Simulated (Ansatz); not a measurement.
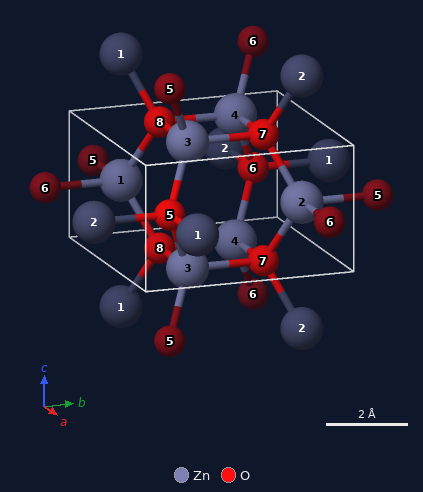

Figure 1. The input geometry (ball-and-stick view of the cell of the calculation, seen slightly off an axis; neighbours outside the cell are drawn fainter; atoms are numbered from 1 in the order of the input). Near neighbours in the crystal (not all of them lie inside the picture): Zn has 4 O at 1.94 to 2.01 Å; O has 4 Zn at 1.94 to 2.01 Å.

**ZnO: geometry relaxation (part 1 of 2)**

ZnO (8 atoms in the cell), computed with DFT PBE, scalar-relativistic, plane waves, PAW, no spin polarisation (Ansatz 0.2.0).

The structure derives from a Materials Project entry. Figures and captions count atoms from 1; the log counts them from 0 in places.

The input:
```yaml
crystal:
  lattice:
    - [5.51757007, 0.0, 0.0]
    - [0.0, 5.51757007, 0.0]
    - [0.0, 0.0, 3.25877877]
  atoms:
    - { symbol: Zn, position: [0.18197284, 0.18197284, 0.5] }
    - { symbol: Zn, position: [0.81802716, 0.81802716, 0.5] }
    - { symbol: Zn, position: [0.68197284, 0.31802716, 0.0] }
    - { symbol: Zn, position: [0.31802716, 0.68197284, 0.0] }
    - { symbol: O, position: [0.81724723, 0.18275277, 0.5] }
    - { symbol: O, position: [0.18275277, 0.81724723, 0.5] }
    - { symbol: O, position: [0.68275277, 0.68275277, 0.0] }
    - { symbol: O, position: [0.31724723, 0.31724723, 0.0] }
basis:
  ecutwfc: 420
kpoints:
  mp_grid: { grid: [6, 6, 8] }
hamiltonian:
  xc: pbe
scf:
  occupations: { method: gaussian, width: 0.02 }
output:
  forces: true
  stress: true
  eigenvalues: true
  write_density: true
  write_potential: true
  elf: true
  volumetric_format: npy
relax:
  adjacent_minimum: "off"
  f_tol: 0.005
  max_steps: 80
  cell: { stress_tol: 0.05 }
```

Run as:
```bash
ansatz run input.yaml --threads 2 --pin off --max-ram 5120MiB --backend cpu --events-out ev --progress --plain --runs-dir out
```

Log:
```
Engine: ansatz 0.2.0, aarch64-unknown-linux-gnu
Pseudopotentials: kind: paw
Pseudopotential: Zn, paw, valence charge 12, recommended cutoff 420 eV (normal), Zn.paw.azcp
Pseudopotential: O, paw, valence charge 6, recommended cutoff 420 eV (normal), O.paw.azcp
Functional definition: PBE
  parameter kappa = 0.804
  parameter beta = 0.06672455060314922
  exchange = pbe_x(kappa = kappa, mu = beta*pi^2/3)
  correlation = pbe_c(beta = beta)
Crystal: 8 atoms, lattice volume = 99.209 Å³
Basis set: ecut = 420 eV, 1967 PW (Γ), exchange–correlation on 80×80×48 points (8 copies of the dense FFT grid, shifted against one another)
Bands: 44, of which v1, the nominal top of the filled ones, is band 36 counted from 1 (35 counted from 0)
Symmetry: 16 space group operations
Space group: P42/mnm (ITA 136), of the structure as read, at distance tolerance 4.6e-5 Å
k-points: 50 of 288
Non-local potential: Zn, projectors of the file, l = 0: 2, l = 1: 2, l = 2: 3, l = 3: 1
Non-local potential: O, projectors of the file, l = 0: 2, l = 1: 2, l = 2: 1
PAW form: soft (Blöchl's): semilocal exchange-correlation on the pseudo side does not see the compensation charge
PAW one-centre angular grid: Zn, 590 points (default); XC on 64 Gauss nodes
PAW one-centre angular grid: O, 110 points (default); XC on 64 Gauss nodes
Initial density: superposition of atomic densities (neutral atoms: chi_scale 0, normalization atom), corrected by the library's trained network
Initial wavefunctions: pseudopotential atomic-orbital guess
Functional: x = pbe(κ = 0.804, μ = 0.2195149727645171), c = pbe(β = 0.06672455060314922)
SCF iter   1: F=—  HF=-15547.143558 eV  |F-HF|=—  |Δ(HF+E_count)|=         —  Δρ=1.43e-3  dr2=1.06e-3  ethr=1.77e-3  ⟨swp⟩=6.3  Hψ=8489  notcnv=0  defer=1
preconditioner: auto → Resta (q_TF=auto, 2.586 Å⁻¹)  ε∞=7.3  [insulator: Δε(μ)=0.821 eV  Ē_g=12.604 eV  σ=0.020 eV  W_gap=1.00  n_scr=38 (ndim 8)  ℏωp=31.6 eV  f_vac=0.068  D(μ)=0.00/eV (n_scr^D=0)  ε∞_Penn≈7.3]
SCF iter   2: F=—  HF=-15547.145950 eV  |F-HF|=—  |Δ(HF+E_count)|=   2.39e-3  Δρ=5.72e-4  dr2=1.40e-4  ethr=1.47e-6  ⟨swp⟩=2.6  Hψ=4733  notcnv=0  defer=90
SCF iter   3: F=—  HF=-15547.146014 eV  |F-HF|=—  |Δ(HF+E_count)|=   6.35e-5  Δρ=4.09e-4  dr2=1.22e-4  ethr=1.94e-7  ⟨swp⟩=2.0  Hψ=3661  notcnv=0  defer=90
SCF iter   4: F=—  HF=-15547.146072 eV  |F-HF|=—  |Δ(HF+E_count)|=   5.85e-5  Δρ=1.25e-4  dr2=1.33e-5  ethr=1.69e-7  ⟨swp⟩=2.2  Hψ=3660  notcnv=0  defer=90
SCF iter   5: F=—  HF=-15547.146097 eV  |F-HF|=—  |Δ(HF+E_count)|=   2.50e-5  Δρ=4.36e-5  dr2=1.83e-6  ethr=1.85e-8  ⟨swp⟩=2.0  Hψ=3588  notcnv=0  defer=90
SCF iter   6: F=—  HF=-15547.146098 eV  |F-HF|=—  |Δ(HF+E_count)|=   1.03e-6  Δρ=2.76e-5  dr2=6.53e-7  ethr=2.54e-9  ⟨swp⟩=2.0  Hψ=3797  notcnv=0  defer=90
SCF iter   7: F=-15547.146098 eV  HF=-15547.146098 eV  |F-HF|=2.34e-8  |Δ(HF+E_count)|=   6.31e-8  Δρ=6.69e-6  dr2=4.46e-8  ethr=1.39e-10  ⟨swp⟩=9.7  Hψ=16029  notcnv=0
SCF 1 converged in 7 iterations: F = -15547.146098 eV  dr2 = 4.46e-8
  greatest PAW one-centre occupation: 0.987 electrons in one spin orbital (limit 2), on the Zn atom at site 1 (counted from 0), in its partial waves of l = 2
relax step   1: F+E_penalty+E_count = -15547.14609807 eV  Δ(F+E_penalty+E_count) = +0.000e0 eV  max|allowed force component| = 2.505e-2 eV/Å  Δτ_max = 0.0000 Å  P = +5.006 GPa  Ω = 99.209 Å³  (7 SCF iters, dr2 threshold 1.00e-7 eV, accepted)
Crystal: 8 atoms, lattice volume = 101.138 Å³
Basis set: ecut = 420 eV, 1999 PW (Γ), exchange–correlation on 80×80×48 points (8 copies of the dense FFT grid, shifted against one another)
Initial density: handed on by an earlier stage of this run
Initial wavefunctions: those handed on with the density
iter 1 solved again at ethr=4.81e-6 eV; its pass at ethr=3.10e-3 eV (dr2=3.46e-3 eV) is discarded
SCF iter   1: F=—  HF=-15547.182143 eV  |F-HF|=—  |Δ(HF+E_count)|=         —  Δρ=1.98e-3  dr2=3.39e-3  ethr=4.81e-6  ⟨swp⟩=2.5  Hψ=9699  notcnv=0
preconditioner: auto → Resta (q_TF=auto, 2.578 Å⁻¹)  ε∞=7.3  [insulator: Δε(μ)=0.769 eV  Ē_g=12.448 eV  σ=0.020 eV  W_gap=1.00  n_scr=38 (ndim 8)  ℏωp=31.3 eV  f_vac=0.078  D(μ)=0.00/eV (n_scr^D=0)  ε∞_Penn≈7.3]
SCF iter   2: F=—  HF=-15547.181254 eV  |F-HF|=—  |Δ(HF+E_count)|=   8.88e-4  Δρ=6.05e-4  dr2=3.11e-4  ethr=4.71e-6  ⟨swp⟩=2.0  Hψ=4173  notcnv=0
SCF iter   3: F=—  HF=-15547.181223 eV  |F-HF|=—  |Δ(HF+E_count)|=   3.11e-5  Δρ=3.67e-4  dr2=1.73e-4  ethr=4.31e-7  ⟨swp⟩=3.0  Hψ=4194  notcnv=0
SCF iter   4: F=—  HF=-15547.181267 eV  |F-HF|=—  |Δ(HF+E_count)|=   4.38e-5  Δρ=2.60e-4  dr2=4.80e-5  ethr=2.40e-7  ⟨swp⟩=2.1  Hψ=3774  notcnv=0
SCF iter   5: F=—  HF=-15547.181269 eV  |F-HF|=—  |Δ(HF+E_count)|=   1.55e-6  Δρ=7.38e-5  dr2=4.06e-6  ethr=6.67e-8  ⟨swp⟩=2.0  Hψ=3800  notcnv=0
SCF iter   6: F=-15547.181275 eV  HF=-15547.181275 eV  |F-HF|=5.14e-7  |Δ(HF+E_count)|=   6.28e-6  Δρ=1.43e-5  dr2=2.00e-7  ethr=1.11e-9  ⟨swp⟩=11.0  Hψ=18255  notcnv=0
SCF 2 converged in 6 iterations: F = -15547.181275 eV  dr2 = 2.00e-7
  Residual-converged pass: ⟨swp⟩=1.0  Hψ=2401  notcnv=0  max |occ|·‖R‖ = 7.1e-9 eV (tolerance 1.0e-8 eV)  dr2=2.00e-7  dr2_onsite=5.03e-8  max |Δocc| = 2.2e-178
relax step   2: F+E_penalty+E_count = -15547.18127535 eV  Δ(F+E_penalty+E_count) = -3.518e-2 eV  max|allowed force component| = 8.015e-3 eV/Å  Δτ_max = 0.0028 Å  P = +2.284 GPa  Ω = 101.138 Å³  energy of the carried Pulay correction = -8.176e-3 eV  (6 SCF iters, dr2 threshold 8.00e-7 eV, accepted)
Crystal: 8 atoms, lattice volume = 102.825 Å³
Basis set: ecut = 420 eV, 2015 PW (Γ), exchange–correlation on 80×80×48 points (8 copies of the dense FFT grid, shifted against one another)
iter 1 solved again at ethr=3.54e-6 eV; its pass at ethr=3.10e-3 eV (dr2=2.55e-3 eV) is discarded
SCF iter   1: F=—  HF=-15547.187358 eV  |F-HF|=—  |Δ(HF+E_count)|=         —  Δρ=1.68e-3  dr2=2.46e-3  ethr=3.54e-6  ⟨swp⟩=2.6  Hψ=10883  notcnv=0
preconditioner: auto → Resta (q_TF=auto, 2.571 Å⁻¹)  ε∞=7.3  [insulator: Δε(μ)=0.750 eV  Ē_g=12.343 eV  σ=0.020 eV  W_gap=1.00  n_scr=38 (ndim 8)  ℏωp=31.1 eV  f_vac=0.081  D(μ)=0.00/eV (n_scr^D=0)  ε∞_Penn≈7.3]
SCF iter   2: F=—  HF=-15547.186734 eV  |F-HF|=—  |Δ(HF+E_count)|=   6.24e-4  Δρ=5.38e-4  dr2=2.42e-4  ethr=3.42e-6  ⟨swp⟩=2.0  Hψ=3945  notcnv=0
SCF iter   3: F=—  HF=-15547.186679 eV  |F-HF|=—  |Δ(HF+E_count)|=   5.55e-5  Δρ=3.28e-4  dr2=1.37e-4  ethr=3.36e-7  ⟨swp⟩=2.9  Hψ=4204  notcnv=0
SCF iter   4: F=—  HF=-15547.186716 eV  |F-HF|=—  |Δ(HF+E_count)|=   3.70e-5  Δρ=2.28e-4  dr2=3.84e-5  ethr=1.91e-7  ⟨swp⟩=2.1  Hψ=3775  notcnv=0
SCF iter   5: F=—  HF=-15547.186717 eV  |F-HF|=—  |Δ(HF+E_count)|=   1.41e-6  Δρ=6.50e-5  dr2=3.20e-6  ethr=5.33e-8  ⟨swp⟩=2.0  Hψ=3800  notcnv=0
SCF iter   6: F=-15547.186723 eV  HF=-15547.186722 eV  |F-HF|=4.15e-7  |Δ(HF+E_count)|=   5.20e-6  Δρ=1.29e-5  dr2=1.62e-7  ethr=1.11e-9  ⟨swp⟩=11.1  Hψ=18501  notcnv=0
SCF 3 converged in 6 iterations: F = -15547.186723 eV  dr2 = 1.62e-7
  greatest PAW one-centre occupation: 0.987 electrons in one spin orbital (limit 2), on the Zn atom at site 3 (counted from 0), in its partial waves of l = 2
relax step   3: F+E_penalty+E_count = -15547.18672263 eV  Δ(F+E_penalty+E_count) = -5.447e-3 eV  max|allowed force component| = 6.371e-3 eV/Å  Δτ_max = 0.0044 Å  P = +0.101 GPa  Ω = 102.825 Å³  energy of the carried Pulay correction = -1.520e-2 eV  (6 SCF iters, dr2 threshold 8.00e-7 eV, accepted)
Crystal: 8 atoms, lattice volume = 102.914 Å³
iter 1 solved again at ethr=1.45e-8 eV; its pass at ethr=3.10e-3 eV (dr2=1.05e-5 eV) is discarded
SCF iter   1: F=—  HF=-15547.186458 eV  |F-HF|=—  |Δ(HF+E_count)|=         —  Δρ=1.20e-4  dr2=9.86e-6  ethr=1.45e-8  ⟨swp⟩=2.1  Hψ=9519  notcnv=0
preconditioner: auto → Resta (q_TF=auto, 2.571 Å⁻¹)  ε∞=7.3  [insulator: Δε(μ)=0.763 eV  Ē_g=12.353 eV  σ=0.020 eV  W_gap=1.00  n_scr=38 (ndim 8)  ℏωp=31.1 eV  f_vac=0.078  D(μ)=0.00/eV (n_scr^D=0)  ε∞_Penn≈7.3]
SCF iter   2: F=—  HF=-15547.186403 eV  |F-HF|=—  |Δ(HF+E_count)|=   5.51e-5  Δρ=5.15e-5  dr2=1.72e-6  ethr=1.37e-8  ⟨swp⟩=2.0  Hψ=3771  notcnv=0
SCF iter   3: F=—  HF=-15547.186403 eV  |F-HF|=—  |Δ(HF+E_count)|=   8.97e-8  Δρ=2.34e-5  dr2=6.47e-7  ethr=2.39e-9  ⟨swp⟩=2.0  Hψ=3349  notcnv=0
SCF iter   4: F=—  HF=-15547.186403 eV  |F-HF|=—  |Δ(HF+E_count)|=   2.16e-7  Δρ=1.16e-5  dr2=1.37e-7  ethr=8.98e-10  ⟨swp⟩=2.0  Hψ=3722  notcnv=0
SCF iter   5: F=-15547.186403 eV  HF=-15547.186403 eV  |F-HF|=2.18e-8  |Δ(HF+E_count)|=   8.40e-8  Δρ=5.81e-6  dr2=3.42e-8  ethr=5.75e-11  ⟨swp⟩=7.8  Hψ=13504  notcnv=0
SCF 4 converged in 5 iterations: F = -15547.186403 eV  dr2 = 3.42e-8
relax step   4: F+E_penalty+E_count = -15547.18640291 eV  Δ(F+E_penalty+E_count) = +3.197e-4 eV  max|allowed force component| = 4.283e-3 eV/Å  Δτ_max = 0.0004 Å  P = -0.004 GPa  Ω = 102.914 Å³  energy of the carried Pulay correction = -1.557e-2 eV  (5 SCF iters, dr2 threshold 4.14e-8 eV, accepted)
Initial wavefunctions: pseudopotential atomic-orbital guess (no wavefunctions were taken with the density)
iter 1 solved again at ethr=1.88e-7 eV; its pass at ethr=3.10e-3 eV (dr2=1.35e-4 eV) is discarded
SCF iter   1: F=—  HF=-15547.199676 eV  |F-HF|=—  |Δ(HF+E_count)|=         —  Δρ=6.14e-4  dr2=2.99e-5  ethr=1.88e-7  ⟨swp⟩=3.0  Hψ=14311  notcnv=0
preconditioner: auto → Resta (q_TF=auto, 2.571 Å⁻¹)  ε∞=7.3  [insulator: Δε(μ)=0.766 eV  Ē_g=12.355 eV  σ=0.020 eV  W_gap=1.00  n_scr=38 (ndim 8)  ℏωp=31.1 eV  f_vac=0.078  D(μ)=0.00/eV (n_scr^D=0)  ε∞_Penn≈7.3]
SCF iter   2: F=—  HF=-15547.203597 eV  |F-HF|=—  |Δ(HF+E_count)|=   3.92e-3  Δρ=3.25e-4  dr2=1.67e-5  ethr=4.16e-8  ⟨swp⟩=2.0  Hψ=4095  notcnv=0
SCF iter   3: F=—  HF=-15547.204644 eV  |F-HF|=—  |Δ(HF+E_count)|=   1.05e-3  Δρ=1.37e-4  dr2=1.44e-6  ethr=2.31e-8  ⟨swp⟩=2.2  Hψ=3633  notcnv=0
SCF iter   4: F=—  HF=-15547.204883 eV  |F-HF|=—  |Δ(HF+E_count)|=   2.39e-4  Δρ=2.09e-5  dr2=2.51e-7  ethr=2.00e-9  ⟨swp⟩=2.0  Hψ=4000  notcnv=0
SCF iter   5: F=—  HF=-15547.204882 eV  |F-HF|=—  |Δ(HF+E_count)|=   1.20e-7  Δρ=5.24e-6  dr2=8.04e-9  ethr=3.48e-10  ⟨swp⟩=2.0  Hψ=3800  notcnv=0
SCF iter   6: F=—  HF=-15547.204883 eV  |F-HF|=—  |Δ(HF+E_count)|=   1.33e-7  Δρ=3.19e-6  dr2=7.53e-9  ethr=1.12e-11  ⟨swp⟩=2.0  Hψ=4000  notcnv=0
SCF iter   7: F=—  HF=-15547.204883 eV  |F-HF|=—  |Δ(HF+E_count)|=   3.53e-8  Δρ=6.41e-7  dr2=6.15e-10  ethr=1.05e-11  ⟨swp⟩=2.9  Hψ=4038  notcnv=0
SCF iter   8: F=—  HF=-15547.204883 eV  |F-HF|=—  |Δ(HF+E_count)|=   1.46e-9  Δρ=4.78e-7  dr2=3.22e-10  ethr=1.00e-12  ⟨swp⟩=2.3  Hψ=3677  notcnv=0
SCF iter   9: F=-15547.204883 eV  HF=-15547.204883 eV  |F-HF|=7.28e-12  |Δ(HF+E_count)|=  1.24e-10  Δρ=9.40e-8  dr2=1.26e-11  ethr=1.00e-12  ⟨swp⟩=4.0  Hψ=10987  notcnv=0
SCF 5 converged in 9 iterations: F = -15547.204883 eV  dr2 = 1.26e-11
relax step   5: F+E_penalty+E_count = -15547.20488259 eV  Δ(F+E_penalty+E_count) = -1.848e-2 eV  max|allowed force component| = 4.923e-3 eV/Å  Δτ_max = 0.0000 Å  P = +0.242 GPa  Ω = 102.914 Å³  stress off target by 2.61e-1 GPa  SCF on the basis re-selected at this cell (its energy is not comparable with the rows above)  (9 SCF iters)
basis re-selected at this cell: Δ(F+E_penalty+E_count) = -1.848e-2 eV, ΔP = +0.246 GPa vs the last step (what re-selecting the basis moved, of the pressure what is left beyond the Pulay correction that the steps carried, after the strain that the cell walked since its last selection, with what the two solves' SCF thresholds leave and, on support functions, any second-order correction that the steps lacked; it is no measure of the basis error at this ecutwfc). This SCF's stress stands 2.61e-1 GPa from its target on what of the cell is left free (relax.cell.stress_tol is 5.00e-2 GPa) and its largest allowed force component is 4.92e-3 eV/Å (relax.f_tol is 5.00e-3 eV/Å): not within both, so this SCF does not close the relaxation
Crystal: 8 atoms, lattice volume = 103.134 Å³
Basis set: ecut = 420 eV, 2031 PW (Γ), exchange–correlation on 80×80×48 points (8 copies of the dense FFT grid, shifted against one another)
iter 1 solved again at ethr=1.38e-7 eV; its pass at ethr=3.10e-3 eV (dr2=9.96e-5 eV) is discarded
SCF iter   1: F=—  HF=-15547.204291 eV  |F-HF|=—  |Δ(HF+E_count)|=         —  Δρ=4.19e-4  dr2=8.96e-5  ethr=1.38e-7  ⟨swp⟩=2.6  Hψ=9457  notcnv=0
preconditioner: auto → Resta (q_TF=auto, 2.570 Å⁻¹)  ε∞=7.3  [insulator: Δε(μ)=0.757 eV  Ē_g=12.340 eV  σ=0.020 eV  W_gap=1.00  n_scr=38 (ndim 8)  ℏωp=31.0 eV  f_vac=0.078  D(μ)=0.00/eV (n_scr^D=0)  ε∞_Penn≈7.3]
SCF iter   2: F=—  HF=-15547.204218 eV  |F-HF|=—  |Δ(HF+E_count)|=   7.23e-5  Δρ=1.98e-4  dr2=1.91e-5  ethr=1.24e-7  ⟨swp⟩=2.6  Hψ=4030  notcnv=0
SCF iter   3: F=—  HF=-15547.204216 eV  |F-HF|=—  |Δ(HF+E_count)|=   2.60e-6  Δρ=6.27e-5  dr2=3.51e-6  ethr=2.65e-8  ⟨swp⟩=2.0  Hψ=3425  notcnv=0
SCF iter   4: F=—  HF=-15547.204216 eV  |F-HF|=—  |Δ(HF+E_count)|=   1.00e-7  Δρ=2.80e-5  dr2=6.68e-7  ethr=4.87e-9  ⟨swp⟩=2.0  Hψ=3798  notcnv=0
SCF iter   5: F=—  HF=-15547.204216 eV  |F-HF|=—  |Δ(HF+E_count)|=   3.24e-7  Δρ=1.56e-5  dr2=2.19e-7  ethr=2.36e-10  ⟨swp⟩=9.0  Hψ=15480  notcnv=0
SCF iter   6: F=-15547.204216 eV  HF=-15547.204216 eV  |F-HF|=1.88e-8  |Δ(HF+E_count)|=   7.14e-8  Δρ=2.99e-6  dr2=9.62e-9  ethr=2.36e-10  ⟨swp⟩=7.7  Hψ=14004  notcnv=0
SCF 6 converged in 6 iterations: F = -15547.204216 eV  dr2 = 9.62e-9
relax step   6: F+E_penalty+E_count = -15547.20421607 eV  Δ(F+E_penalty+E_count) = +6.665e-4 eV  max|allowed force component| = 1.885e-3 eV/Å  Δτ_max = 0.0017 Å  P = +0.016 GPa  Ω = 103.134 Å³  energy of the carried Pulay correction = -9.049e-4 eV  (6 SCF iters, dr2 threshold 1.70e-7 eV, accepted)
Crystal: 8 atoms, lattice volume = 103.144 Å³
iter 1 solved again at ethr=4.21e-10 eV; its pass at ethr=3.10e-3 eV (dr2=3.03e-7 eV) is discarded
SCF iter   1: F=—  HF=-15547.204226 eV  |F-HF|=—  |Δ(HF+E_count)|=         —  Δρ=2.24e-5  dr2=3.58e-7  ethr=4.21e-10  ⟨swp⟩=2.7  Hψ=9508  notcnv=0
preconditioner: auto → Resta (q_TF=auto, 2.570 Å⁻¹)  ε∞=7.3  [insulator: Δε(μ)=0.758 eV  Ē_g=12.341 eV  σ=0.020 eV  W_gap=1.00  n_scr=38 (ndim 8)  ℏωp=31.0 eV  f_vac=0.077  D(μ)=0.00/eV (n_scr^D=0)  ε∞_Penn≈7.3]
SCF iter   2: F=—  HF=-15547.204178 eV  |F-HF|=—  |Δ(HF+E_count)|=   4.80e-5  Δρ=1.13e-5  dr2=6.29e-8  ethr=4.21e-10  ⟨swp⟩=2.0  Hψ=4000  notcnv=0
SCF iter   3: F=—  HF=-15547.204178 eV  |F-HF|=—  |Δ(HF+E_count)|=  1.82e-11  Δρ=5.21e-6  dr2=2.25e-8  ethr=8.74e-11  ⟨swp⟩=3.0  Hψ=4443  notcnv=0
SCF iter   4: F=-15547.204178 eV  HF=-15547.204178 eV  |F-HF|=9.24e-10  |Δ(HF+E_count)|=   9.28e-9  Δρ=2.27e-6  dr2=4.40e-9  ethr=9.60e-12  ⟨swp⟩=5.2  Hψ=13086  notcnv=0
SCF 7 converged in 4 iterations: F = -15547.204178 eV  dr2 = 4.40e-9
relax step   7: F+E_penalty+E_count = -15547.20417842 eV  Δ(F+E_penalty+E_count) = +3.765e-5 eV  max|allowed force component| = 4.203e-5 eV/Å  Δτ_max = 0.0000 Å  P = +0.001 GPa  Ω = 103.144 Å³  energy of the carried Pulay correction = -9.463e-4 eV  (4 SCF iters, dr2 threshold 6.91e-9 eV, accepted)
iter 1 solved again at ethr=9.21e-8 eV; its pass at ethr=3.10e-3 eV (dr2=6.63e-5 eV) is discarded
SCF iter   1: F=—  HF=-15547.205074 eV  |F-HF|=—  |Δ(HF+E_count)|=         —  Δρ=7.89e-5  dr2=1.92e-7  ethr=9.21e-8  ⟨swp⟩=3.0  Hψ=14481  notcnv=0
preconditioner: auto → Resta (q_TF=auto, 2.570 Å⁻¹)  ε∞=7.3  [insulator: Δε(μ)=0.759 eV  Ē_g=12.341 eV  σ=0.020 eV  W_gap=1.00  n_scr=38 (ndim 8)  ℏωp=31.0 eV  f_vac=0.077  D(μ)=0.00/eV (n_scr^D=0)  ε∞_Penn≈7.3]
SCF iter   2: F=—  HF=-15547.205119 eV  |F-HF|=—  |Δ(HF+E_count)|=   4.53e-5  Δρ=4.14e-5  dr2=9.74e-8  ethr=2.67e-10  ⟨swp⟩=2.0  Hψ=4000  notcnv=0
SCF iter   3: F=—  HF=-15547.205147 eV  |F-HF|=—  |Δ(HF+E_count)|=   2.77e-5  Δρ=1.37e-5  dr2=6.55e-9  ethr=1.35e-10  ⟨swp⟩=2.0  Hψ=3726  notcnv=0
SCF iter   4: F=—  HF=-15547.205150 eV  |F-HF|=—  |Δ(HF+E_count)|=   3.49e-6  Δρ=1.10e-6  dr2=2.89e-10  ethr=9.10e-12  ⟨swp⟩=2.0  Hψ=4000  notcnv=0
SCF iter   5: F=-15547.205150 eV  HF=-15547.205150 eV  |F-HF|=3.35e-10  |Δ(HF+E_count)|=   1.22e-8  Δρ=3.44e-7  dr2=7.12e-11  ethr=1.00e-12  ⟨swp⟩=6.0  Hψ=10646  notcnv=0
SCF 8 converged in 5 iterations: F = -15547.205150 eV  dr2 = 7.12e-11
relax step   8: F+E_penalty+E_count = -15547.20515014 eV  Δ(F+E_penalty+E_count) = -9.717e-4 eV  max|allowed force component| = 3.112e-5 eV/Å  Δτ_max = 0.0000 Å  P = +0.006 GPa  Ω = 103.144 Å³  stress off target by 9.40e-3 GPa  SCF on the basis re-selected at this cell (its energy is not comparable with the rows above)  (5 SCF iters)
```

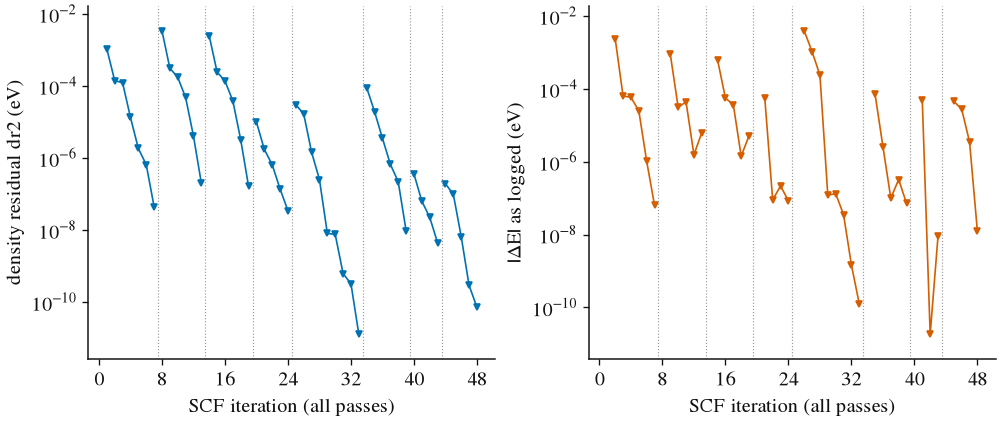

Figure 2. Convergence of the self-consistent field: density residual dr2 and size of the energy change against the SCF iteration. The dotted lines part the SCF passes of the relaxation: geometry steps, rejected trials and re-solves on a re-selected basis. The 8 passes take 4 to 9 iterations each, 48 in all.
